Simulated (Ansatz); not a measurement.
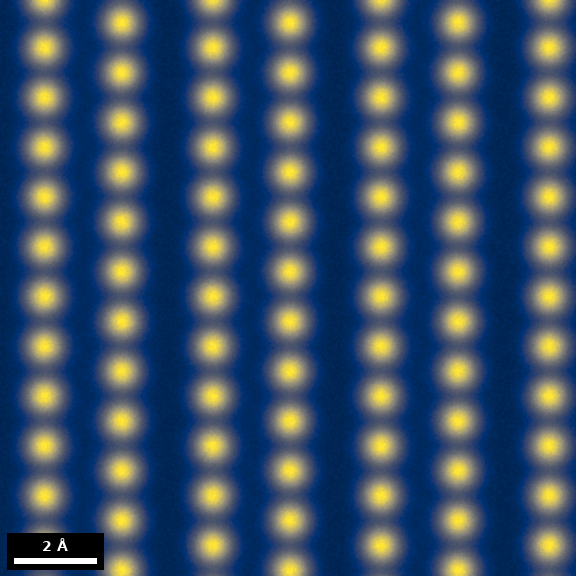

HAADF-like image of a crystal. Simulated incoherent Z contrast: every atom adds Z^1.7 spread by a probe of 0.65 Å full width; channelling and multiple scattering are left out. The probe carries 15 % of its weight in a tail 2.5 times as wide. The display is stretched by a gamma of 0.8; percentages refer to the linear signal. Shot noise was added.

### Give the net of the columns and its spacings.

The pattern repeats on a rectangular net of 1.2 × 4.1 Å.

### What is the plane group of the image?

p2mg: mirror lines in one direction, glide lines across them, twofold points on the glide lines.

### How many columns does the smallest repeating cell hold, and how many levels of brightness?

2 columns in the primitive cell of 4.9 Å², all of one brightness.

The crystal is Rh (Cmcm, No. 63) seen along [102]. Structure used: coordinates from a relaxation with DFT, revPBE, plane waves (420 eV) with PAW, scalar-relativistic (Ansatz); the starting structure was generated, so it need not be a known form of this composition.
